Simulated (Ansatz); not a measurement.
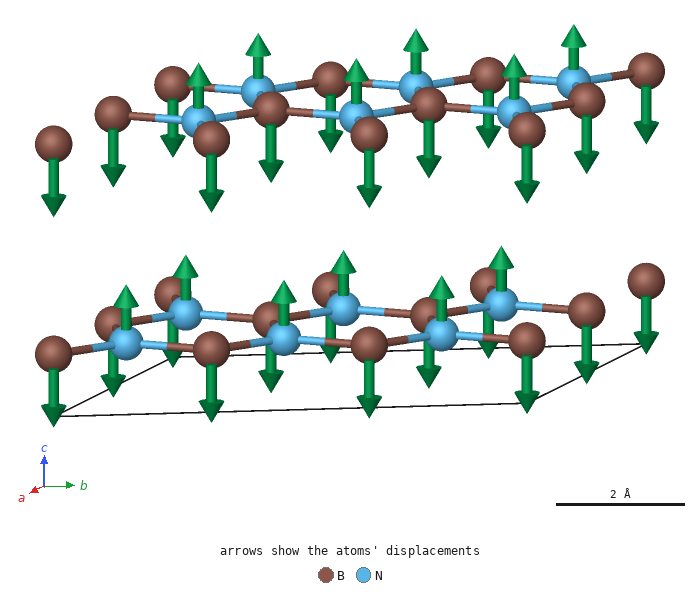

One vibrational mode of a free-standing layer of BN (a generated structure) at the zone centre. The green arrows are the displacements of the atoms (eigenvector over the root of the mass), of arbitrary overall length and sign. A ball-and-stick model of the 2 × 3 repeat of the cell, outlined in the plane, without the vacuum, seen slightly off an axis.

Method: DFT PBE+D3(BJ), scalar-relativistic, plane waves, PAW in Ansatz 0.2.0. Set-up: plane-wave cutoff 420 eV; k-point mesh 12 × 12 × 1; occupations fixed; no spin polarisation.

Frequencies are those without the non-analytic (LO–TO) term.

> What mode is this, and where does it lie in the spectrum?

This is the A₂u mode at 802 cm⁻¹, optical level 4 of 5, counted from below, infrared-active by symmetry. The B sublattice moves against the N sublattice, along c of the drawn cell; the B–N bond lengths don't change to first order, so for these it is a bending, tilting or sliding motion; the kinetic energy is shared as B 56 %, N 44 %.
